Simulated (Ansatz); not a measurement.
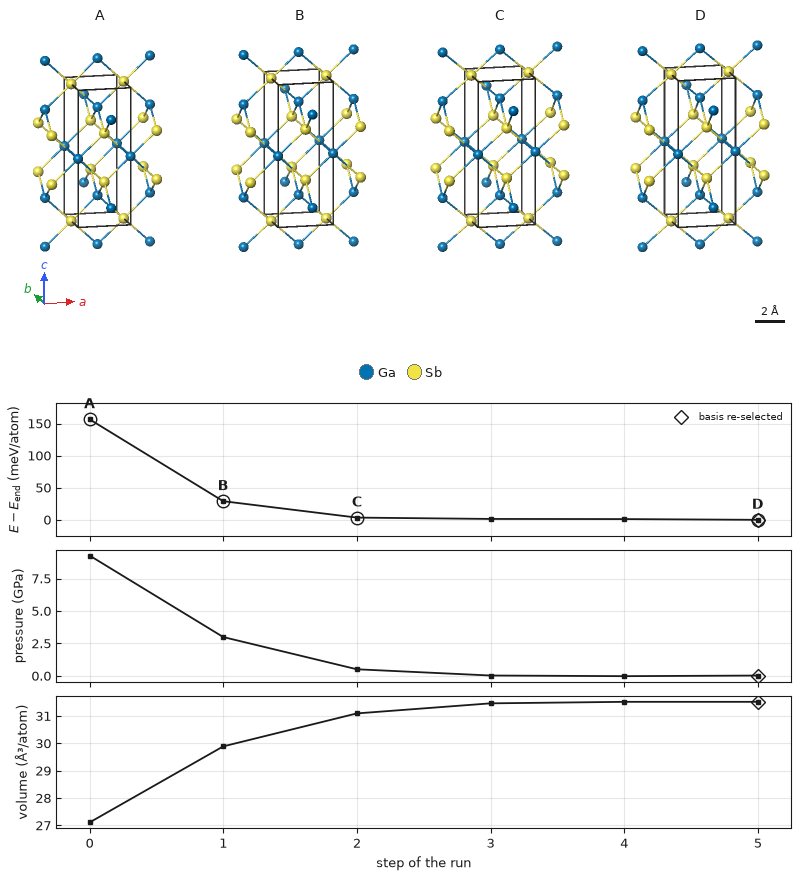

Frames of a relaxation of crystalline GaSb (a generated structure, set up in Pmmm) (coarse preliminary run), marked on the history of the run. The picture is a ball-and-stick view of the cell of the calculation, seen slightly off an axis.

These are results of DFT PBE, scalar-relativistic, plane waves, PAW (Ansatz), not measurements. Set-up: plane-wave cutoff 420 eV; k-point mesh 4 × 4 × 2; occupations gaussian; smearing width 0.1 eV; no spin polarisation; cell and atoms relaxed; force threshold 0.04 eV/Å; at most 70 steps.

**What happens along the run?**

The energy falls by 157 meV per atom in 4 accepted moves (5 points after the start). The largest force component goes from 0.22 to 0.0088 eV/Å. Pressure: 9.27 GPa at the start and 0.03 GPa at the end. At 1 point the geometry stayed and the basis and grid were re-selected for the new cell (energy shift of 1.2 meV per atom at most each time). The largest moves relative to the cell, 0.10 Å, are those of Ga atoms. By element the largest moves are Ga 0.10 Å, Sb 0.04 Å. Cell: a 3.809 → 4.167 Å (+9.4 %), b 4.299 → 4.272 Å (−0.6 %), c 9.934 → 10.624 Å (+6.9 %). Volume +16.3 %. Among the contacts that change: Ga–Sb 2.599 → 2.787 Å, Ga–Sb 2.599 → 2.748 Å, Ga–Sb 2.582 → 2.711 Å. Bond angles that change, for instance: Sb–Ga–Sb 112.8° → 104.0°, Ga–Sb–Ga 112.8° → 104.0°, Sb–Ga–Sb 94.2° → 98.6°. The space group stays Pmmm (No. 47). The run took 74 s on 1 thread of Arm Neoverse V1 (shared host), peak memory 0.48 GiB. From step 0 to 1: Ga atoms move most (0.05 Å), volume +10.3 %, energy −128 meV per atom. From step 1 to 2: Ga and Sb atoms move most (0.06 Å), volume +4.0 %, energy −25.5 meV per atom. From step 2 to 5: Sb atoms move most (0.03 Å), volume +1.4 %, energy −3.5 meV per atom.

Limits of the set-up: the k-point mesh is coarse for a cell with partly filled bands.
